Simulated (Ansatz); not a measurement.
## Electronic structure of TaN in real space

Input file:

```
crystal:
  lattice:
    - [0.0, 2.179, 2.35332]
    - [2.179, 0.0, 2.35332]
    - [2.179, 2.179, 0.0]
  atoms:
    - { symbol: Ta, position: [0.5, 0.5, 0.5] }
    - { symbol: "N", position: [0.0, 0.0, 0.0] }
basis:
  ecutwfc: 500
kpoints:
  mp_grid: { grid: [18, 18, 18] }
hamiltonian:
  xc: r2scan
scf:
  occupations: { method: gaussian, width: 0.15 }
output:
  forces: true
  stress: true
  eigenvalues: true
  write_density: true
  write_potential: true
  elf: true
  volumetric_format: npy
```

Run with:

```sh
ansatz run input.yaml --threads 1 --pin off --max-ram 2560MiB --backend cpu --events-out ev --progress --plain --runs-dir out
```

Below, planes, directions and counts refer to the conventional cell (a = 3.08 Å, b = 3.08 Å, c = 4.71 Å, α = 90.00°, β = 90.00°, γ = 90.00°).

Space group I4/mmm; changed on purpose from its base cell (strain +0.000 along x and y, +0.080 along z, atoms carried along); computed pressure about −12 GPa in this cell.

Computed with DFT r2SCAN, scalar-relativistic, plane waves, PAW (Ansatz 0.2.0).

In a PAW calculation such maps are meaningful between the atoms, not at the nuclei.

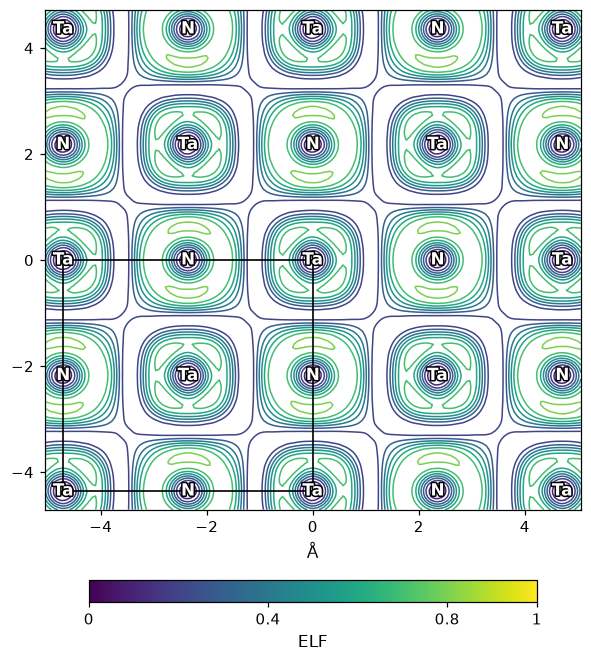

Figure 1. Electron localisation function on the (110) plane of the conventional cell.

Interpret the plot.

Answer.
- Atoms in the plane: Ta and N.
- Ta–N (2.18 Å): the ELF peaks at about 0.80 in the valence shell of N, 0.7 Å from its nucleus, and is about 0.15 at the midpoint (no localised pair shows between them).
- Ta–N (2.35 Å): the ELF peaks at about 0.80 in the valence shell of N, 0.7 Å from its nucleus, and is about 0.15 at the midpoint (no localised pair shows between them).
- The features right at Ta lie inside the PAW spheres, where the map follows smoothed inner orbitals and isn't to be read closely.

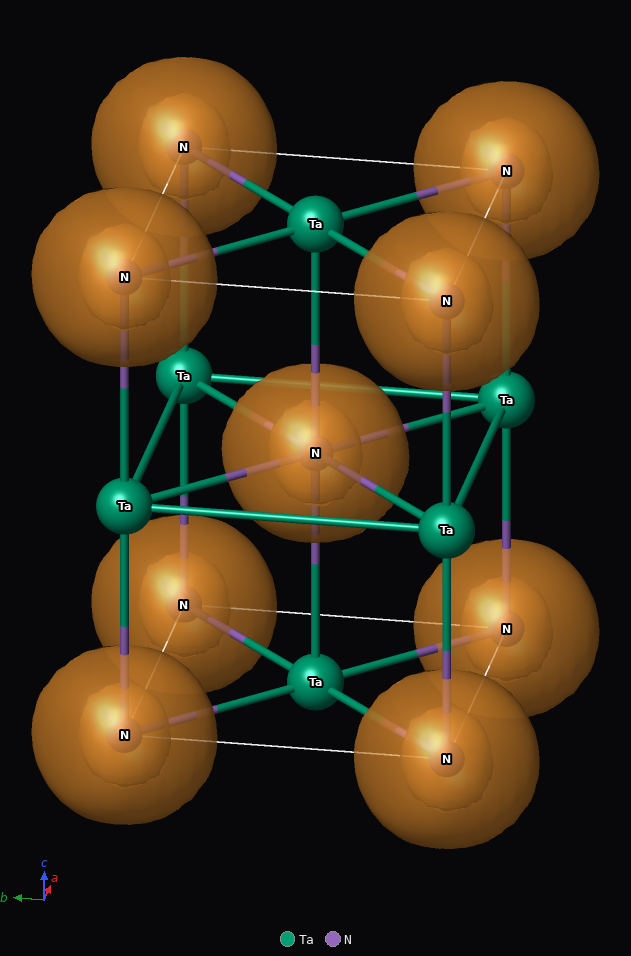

Figure 2. Isosurface of the ELF at 0.7 (orange), seen at an oblique angle. Core shells and regions of very low density are left out. Sticks mark near contacts.

Identify the bonds, lone pairs and shells in this picture.

Answer. At this value the surface marks out two regions wrapped around N (the valence shell of each), counted in one cell of 4 atoms. Any copies at cell faces, edges or corners count once. Profiles from the grid: Ta–Ta (3.08 Å): the ELF is about 0.20 at the midpoint: no shared electron pair shows on this line.

Does the calculation give a band gap?

Answer. It is gapless in this calculation (a metal or semimetal); semilocal functionals without U, or without the true magnetic order, often close the gap of such compounds.
